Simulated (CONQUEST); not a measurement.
# A series of single points on CdSe

System: CdSe (Fm-3m, 4 atoms in the cell).
Method: Kohn-Sham DFT of a periodic cell, PBE, PseudoDojo NC PBE, no spin polarisation (CONQUEST 1.3).

The 7 runs differ only in the geometry, by an even scaling of the cell at fixed fractional positions. The structure derives from a Materials Project entry.

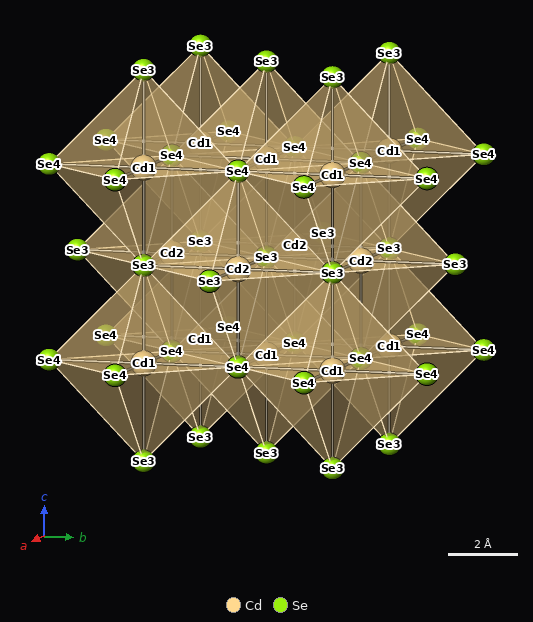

Figure 1. The structure of run 4 (polyhedral view of the cell 2 times as large as that of the calculation, set on its symmetry axes, seen slightly off an axis; polyhedra are completed across the faces of the cell; atoms are numbered from 1 in the order of the input).

### Input of run 4
```
IO.Title CdSe
IO.Coordinates coords.dat
IO.FractionalAtomicCoords T
IO.Iprint 2
IO.Iprint_init 1
General.NumberOfSpecies 2
General.PseudopotentialType hamann
AtomMove.TypeOfRun static
AtomMove.FullStress T
Grid.PointsAlongX 40
Grid.PointsAlongY 40
Grid.PointsAlongZ 60
DM.SolutionMethod diagon
Diag.MPMesh T
Diag.GammaCentred T
Diag.MPMeshX 7
Diag.MPMeshY 7
Diag.MPMeshZ 5
Diag.kT 0.00183747
minE.SCTolerance 1e-6
SC.MaxIters 100
IO.AtomChargeOutput T
%block ChemicalSpeciesLabel
1 112.410 Cd
2 78.960 Se
%endblock
```

Command:
```bash
Conquest
```

Lattice vectors (Å) and fractional positions of run 4:
```
   4.064390    0.000000    0.000000
   0.000000    4.064390    0.000000
   0.000000    0.000000    5.747916
Cd  0.000000  0.000000  0.000000
Cd  0.500000  0.500000  0.500000
Se  0.000000  0.000000  0.500000
Se  0.500000  0.500000  0.000000
```

Run 6 has the same physical settings and fractional positions; its lattice vectors (Å) are:
```
   4.117875    0.000000    0.000000
   0.000000    4.117875    0.000000
   0.000000    0.000000    5.823555
```

### Results, with one run withheld

```tsv
run	volume per atom (Å³)	free energy per atom, from the lowest run given (meV)	pressure (GPa)
1	22.314	22.43	4.66
2	22.788	10.65	3.36
3	23.263	2.82	1.87
4	23.738	0.00	0.23
5	24.213	1.20	−0.96
6	24.687	?	?
7	25.162	10.57	−2.56
```

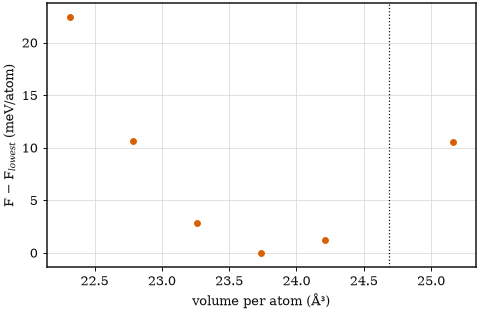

Figure 2. Free energy per atom of the runs given; the dotted line marks run 6.

What should run 6 give?

A cubic polynomial in V^(−2/3) (the Birch–Murnaghan form), fitted to the 6 runs given, misses them by at most 0.39 meV per atom. With x = V^(−2/3) − 0.12172 Å⁻², it reads F = 0.89871 + 1494.8 x + 7.0212e+05 x² + 1.274e+07 x³ (meV per atom). At run 6 it gives 4.57 meV per atom, and the run itself gives 4.78. The slope of the fit gives a pressure −dF/dV of −1.66 GPa there, and the run prints −1.51 GPa. The two needn't agree exactly: the fit is approximate, and the printed stress is taken on a finite basis. The fit has its minimum at 23.870 Å³ per atom, where V d²F/dV² gives 57.3 GPa: the bulk modulus at this level, since symmetry fixes the shape and the positions.

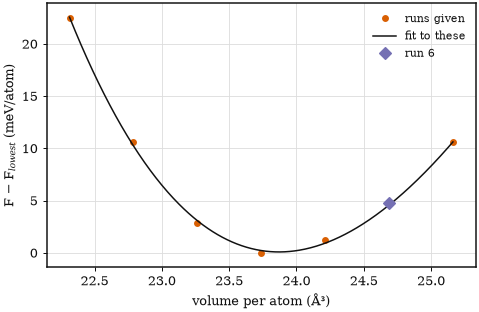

Figure 3. The fit and the withheld run.

### Some lines of the output (run 6)
```
[...]
          DFT Total Energy                 :      -593.129522513692564 Ha
          Free Energy (E-TS)               :      -593.173516060351972 Ha
          DFT Total Energy                 :      -593.168593718016382 Ha
          Free Energy (E-TS)               :      -593.171534834882323 Ha
          DFT Total Energy                 :      -593.170964147571567 Ha
          Free Energy (E-TS)               :      -593.171314205098497 Ha
          DFT Total Energy                 :      -593.170979321515006 Ha
          Free Energy (E-TS)               :      -593.171310947372945 Ha
          DFT Total Energy                 :      -593.170985639662717 Ha
          Free Energy (E-TS)               :      -593.171310852383385 Ha
          DFT Total Energy                 :      -593.170985399447090 Ha
      | Free Energy as E-TS      =      -593.171310852383385 Ha
      |* DFT total energy        =      -593.170985399447090 Ha
    force: Average pressure:     -1.51339791 GPa
```

Notes: With a small basis of atomic orbitals these values can differ much from converged plane-wave results.
